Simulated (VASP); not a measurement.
**Energy of Rb along an even scaling of the cell**

System: Rb (Pnma, 4 atoms in the cell).
Method: Kohn-Sham DFT of a periodic cell, PBE, VASP PAW PBE potentials, recommended, no spin polarisation (VASP 6.6.1).

The 7 runs differ only in the geometry, by an even scaling of the cell at fixed fractional positions. The structure derives from an entry of the Crystallography Open Database.

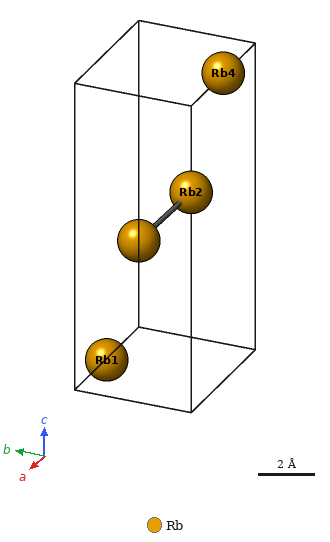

Figure 1. The structure of run 4 (ball-and-stick view of the cell of the calculation, seen at an oblique angle; atoms are numbered from 1 in the order of the input).

### INCAR of run 4
```
PREC     = Accurate       # precision mode
ENCUT    = 520            # plane-wave cutoff, eV
EDIFF    = 1E-7           # SCF threshold, eV
ISMEAR   = -1             # smearing method
SIGMA    = 0.05           # smearing width, eV
LREAL    = F              # projectors in reciprocal space
LASPH    = T              # aspherical terms in the spheres
NELM     = 80             # most SCF steps
ALGO     = Normal         # electronic algorithm
ISIF     = 2              # what is computed and relaxed
LWAVE    = F              # write WAVECAR
LCHARG   = F              # write CHGCAR
GGA      = PE             # functional
NBANDS   = 26             # bands
```

### KPOINTS of run 4
```
regular mesh
0
Gamma
  5 6 3
```

### POSCAR of run 4
```
Rb
1.0
    5.7400000000      0.0000000000      0.0000000000
    0.0000000000      4.6400000000      0.0000000000
    0.0000000000      0.0000000000     12.3800000000
Rb
4
Direct
    0.9530000000      0.7500000000      0.1070000000
    0.5470000000      0.2500000000      0.6070000000
    0.4530000000      0.7500000000      0.3930000000
    0.0470000000      0.2500000000      0.8930000000
```

Command:
```bash
cat potpaw_PBE.64/Rb_sv/POTCAR > POTCAR
mpirun -np 1 vasp_std > vasp.out
```

Run 5 has the same physical settings and fractional positions; its lattice vectors (Å) are:
```
   5.778014    0.000000    0.000000
   0.000000    4.670729    0.000000
   0.000000    0.000000   12.461989
```

### Results, with one run withheld

| run | volume per atom (Å³) | free energy per atom, from the lowest run given (meV) | pressure (GPa) |
| --- | --- | --- | --- |
| 1 | 77.485 | 70.74 | 1.43 |
| 2 | 79.134 | 56.56 | 1.32 |
| 3 | 80.782 | 43.43 | 1.22 |
| 4 | 82.431 | 31.28 | 1.13 |
| 5 | 84.080 | ? | ? |
| 6 | 85.728 | 9.63 | 0.97 |
| 7 | 87.377 | 0.00 | 0.90 |

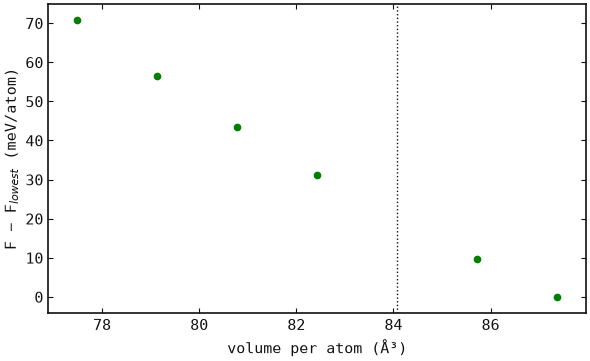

Figure 2. Free energy per atom of the runs given; the dotted line marks run 5.

Fit the runs given and predict run 5.

A cubic polynomial in V^(−2/3) (the Birch–Murnaghan form), fitted to the 6 runs given, misses them by under 0.01 meV per atom. With x = V^(−2/3) − 0.05297 Å⁻², it reads F = 34.173 + 16782 x + 5.1857e+05 x² − 2.0422e+06 x³ (meV per atom). At run 5 it gives 20.03 meV per atom, and the run itself gives 20.04. The slope of the fit gives a pressure −dF/dV of 1.05 GPa there, and the run prints 1.05 GPa. The fit has no minimum inside this range.

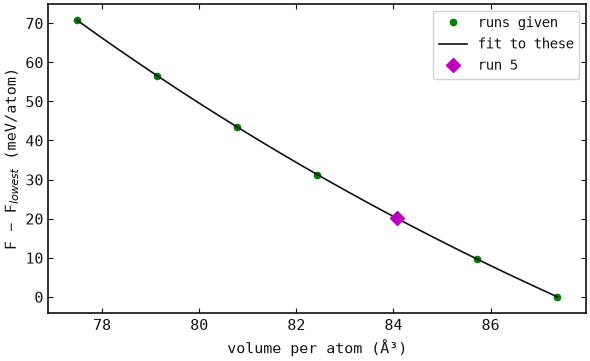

Figure 3. The fit and the withheld run.

### OSZICAR and lines of OUTCAR (run 5)
```
N       E                     dE             d eps       ncg     rms          rms(c)
DAV:   1     0.266098580359E+03    0.26610E+03   -0.13909E+04  1248   0.107E+03
DAV:   2     0.269699245469E+02   -0.23913E+03   -0.23434E+03  1750   0.230E+02
DAV:   3    -0.141221344808E+01   -0.28382E+02   -0.28277E+02  1924   0.725E+01
DAV:   4    -0.236471988625E+01   -0.95251E+00   -0.95032E+00  1694   0.145E+01
DAV:   5    -0.240443111567E+01   -0.39711E-01   -0.39702E-01  1942   0.238E+00    0.299E+00
DAV:   6    -0.238560364320E+01    0.18827E-01   -0.29904E-02  1580   0.881E-01    0.187E+00
DAV:   7    -0.237928468773E+01    0.63190E-02   -0.46846E-02  1564   0.998E-01    0.214E-01
DAV:   8    -0.237928751134E+01   -0.28236E-05   -0.76788E-03  1592   0.442E-01    0.577E-02
DAV:   9    -0.237932687290E+01   -0.39362E-04   -0.26086E-04  1616   0.897E-02    0.290E-02
DAV:  10    -0.237933995928E+01   -0.13086E-04   -0.53408E-05  1624   0.447E-02    0.785E-03
DAV:  11    -0.237934230488E+01   -0.23456E-05   -0.65239E-06  1794   0.110E-02    0.366E-03
DAV:  12    -0.237934233790E+01   -0.33019E-07   -0.13367E-06  1780   0.543E-03    0.102E-03
DAV:  13    -0.237934241185E+01   -0.73947E-07   -0.86787E-08  1138   0.136E-03
   1 F= -.23793424E+01 E0= -.23572776E+01  d E =-.441297E-01
[... from OUTCAR:]
  free energy    TOTEN  =        -2.37934241 eV
  energy without entropy =       -2.33521275  energy(sigma->0) =       -2.35727758
 E-fermi :   0.2968     XC(G=0):  -5.6252     alpha+bet : -3.5438
  free  energy   TOTEN  =        -2.3793424119 eV
  energy  without entropy=       -2.3352127530  energy(sigma->0) =       -2.35727758
```
